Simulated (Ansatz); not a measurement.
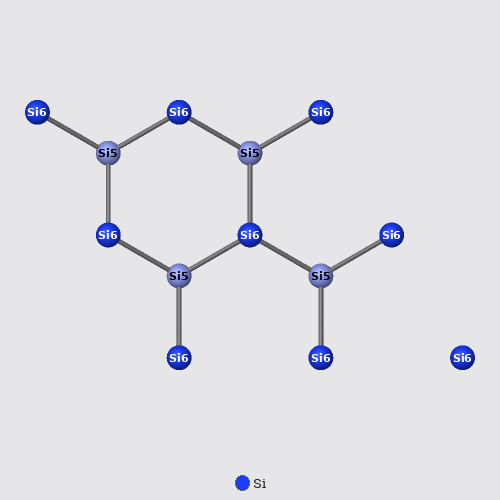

The system is O on a Si(001) slab cut from the P6_3/mmc phase, its upper half relaxed before the scan (6 atoms of substrate and one adsorbate in a 1 × 1 cell); the picture shows it without the atoms that are moved over the map. O is moved over the surface cell; relaxed at each place: the height of the adsorbate's atoms; substrate rigid; the origin of the map has the adsorbate above Si6. Places are given modulo a cell vector. The map is drawn in real space over the plane of the surface. Grid: 6 × 6 points; 10 points were computed and 26 follow by symmetry. All energies are given in eV relative to the lowest grid point. At some places the adsorbate sinks to or below the level of the top layer. The magnetic moment jumps between some neighbouring points. With one adsorbate in each 1 × 1 cell, its nearest image is 3.9 Å away, so neighbouring adsorbates interact. These are results of DFT PBE, scalar-relativistic, plane waves, PAW in Ansatz, not measurements. Settings: cutoff 420 eV, k-mesh 9×9×1, gaussian smearing 0.05 eV, spin-polarised.

Range: position of O7 along the first surface vector from 0.000 to 0.833; position of O7 along the second surface vector from 0.000 to 0.833.

What landscape does the calculation give?

The lowest grid point is at (1/6, 2/6) of the cell vectors [nearest 1 Si at 1.59 Å]. The same energy is found at (1/6, 5/6) of the cell vectors [nearest 1 Si at 1.59 Å]; (4/6, 5/6) of the cell vectors [nearest 1 Si at 1.59 Å]. The highest grid point, a place at or below the level of the top layer, (4/6, 2/6) of the cell vectors, lies 2.26 eV above the lowest. At the lowest point the adsorbate has 1 Si at 1.59 Å as nearest neighbours, at the highest 3 Si at 2.23 Å. Its relaxed height above the top atom is 1.14 Å at the lowest and −0.89 Å at the highest point.

```
second ↓, first →   0/6   1/6   2/6   3/6   4/6   5/6
              5/6  0.44  0.00  0.70  0.70  0.00  0.44
              4/6  0.24  0.70  1.84  0.70  0.24  0.64
              3/6  0.73  0.70  0.70  0.73  1.28  1.28
              2/6  0.24  0.00  0.24  1.28  2.26  1.28
              1/6  0.44  0.44  0.64  1.28  1.28  0.64
              0/6  0.46  0.44  0.24  0.73  0.24  0.44
```

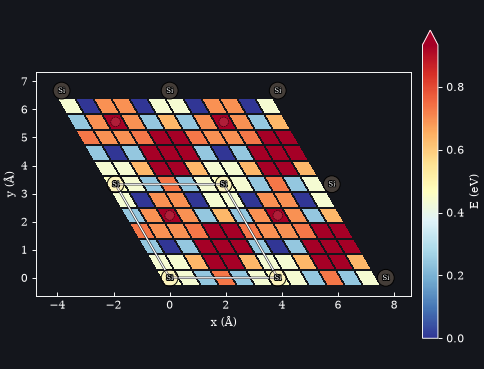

In the figure: one coloured cell a grid point, labelled circles for the atoms of the top layer and small ones for the second layer, the outline of one cell of the 2 × 2 shown, one colour for all values above the top of the scale.

Each point was launched as `ansatz run input.yaml --threads 1 --pin off --max-ram 3072MiB --backend cpu --events-out ev --progress --plain --runs-dir out`. Time for the 10 points that were run: 43 min on 1 thread of Arm Neoverse V2, on a shared host.

PAW datasets: the set soft_1.
